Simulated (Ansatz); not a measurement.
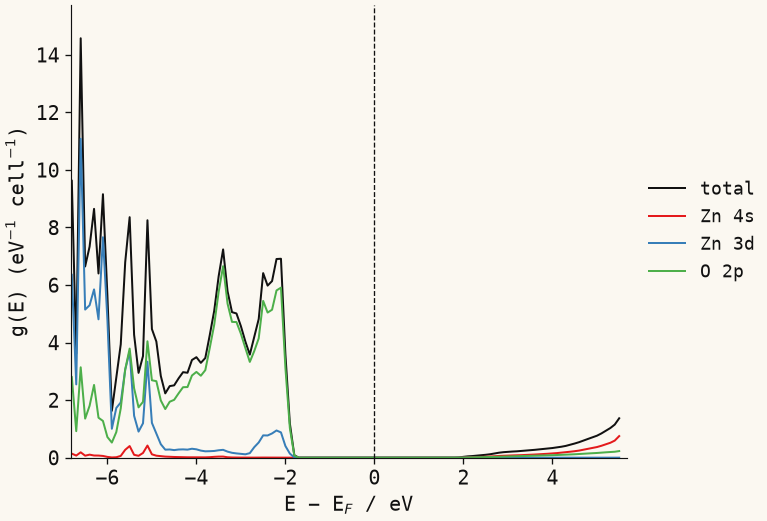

Describe the figure.

Density of states of Mg2ZnO3, space group P-3m1, 6 atoms in the cell. Computed with Ansatz 0.2.0: DFT r2SCAN, scalar-relativistic, plane waves, PAW, no spin polarisation, 12×12×4 k mesh, 500 eV cutoff, Gaussian smearing of 0.02 eV. Energies are counted from the Fermi level. The partial curves are projected on Löwdin-orthogonalised atomic shells.

There is a gap; over the k points computed it is 3.62 eV. By projected weight, the top eV of the valence band is O 2p (85 %).

The cell is at −6 GPa in this functional.
